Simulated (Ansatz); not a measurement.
# TiSi16 (cell with a defect): what the fields show

```xyz
17
Lattice="0.0000 5.4300 5.4300 5.4300 0.0000 5.4300 5.4300 5.4300 0.0000" Properties=species:S:1:pos:R:3 pbc="T T T"
Si    5.3861    5.3876    0.0438
Si    1.3555    1.3593    1.3957
Si    2.7582    2.7588    0.0432
Si    4.0726    4.0721    1.3576
Si    2.7303    5.4172    8.1293
Si    4.0339    1.3590    4.0743
Si    5.3868    2.7587    2.6718
Si    6.7875    4.1131    4.0725
Si    5.4139    2.7342    8.1289
Si    1.3573    4.0375    4.0723
Si    2.7588    5.3876    2.6711
Si    4.1107    6.7893    4.0705
Si    2.7307    2.7341    5.4457
Si    4.0723    4.0761    6.7873
Si    5.4143    5.4172    5.4453
Si    6.7893    6.7890    6.7489
Ti    6.7874    6.7893    9.5024
```

Computed without spin polarisation; PAW files of the earlier set (soft_1).

Theory: DFT PBE, scalar-relativistic, plane waves, PAW (Ansatz).

The density is the valence pseudo-density of a PAW calculation; it isn't the true density close to the nuclei.

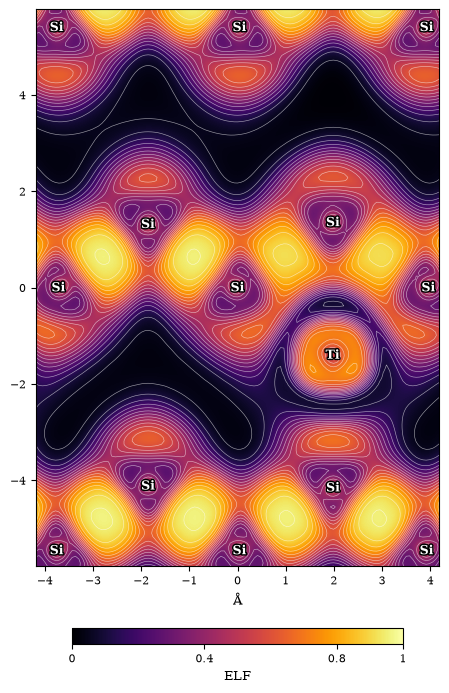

Figure 1. Electron localisation function on the (11̄0) plane of the calculation cell.

Question: What do the fields say about this system?

Answer:
- Atoms in the plane: Si and Ti.
- Si–Si (2.28 Å): the ELF peaks at about 0.95 between the atoms.
- Ti–Si (2.43 Å): the ELF peaks at about 0.60 in the valence shell of Si, 0.9 Å from its nucleus, and is about 0.35 at the midpoint.
- Si–Si (2.32 Å): the ELF peaks at about 0.95 between the atoms.
- Si–Si (2.40 Å): the ELF peaks at about 0.90 between the atoms.
- Ti–Si (2.75 Å): the ELF peaks at about 0.70 in the valence shell of Si, 1.0 Å from its nucleus, and is about 0.35 at the midpoint.
- The features right at Ti lie inside the PAW spheres, where the map follows smoothed inner orbitals and isn't to be read closely.

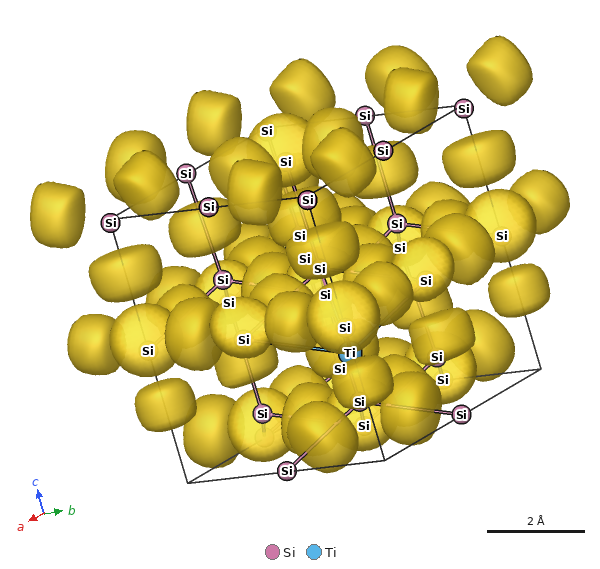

Figure 2. Isosurface of the electron localisation function at 0.75 (yellow), seen slightly off an axis. Only the valence region is drawn (cores and ρ < 0.01 e/Å³ removed). Sticks mark near contacts.

Question: Describe the localisation domains.

Answer: At this value the surface marks out 32 regions between bonded Si–Si atoms, counted in one cell of 17 atoms. Any copies at cell faces, edges or corners count once.

Question: Does the calculation give a band gap?

Answer: It is metallic or semimetallic at this level of theory: no gap opens.
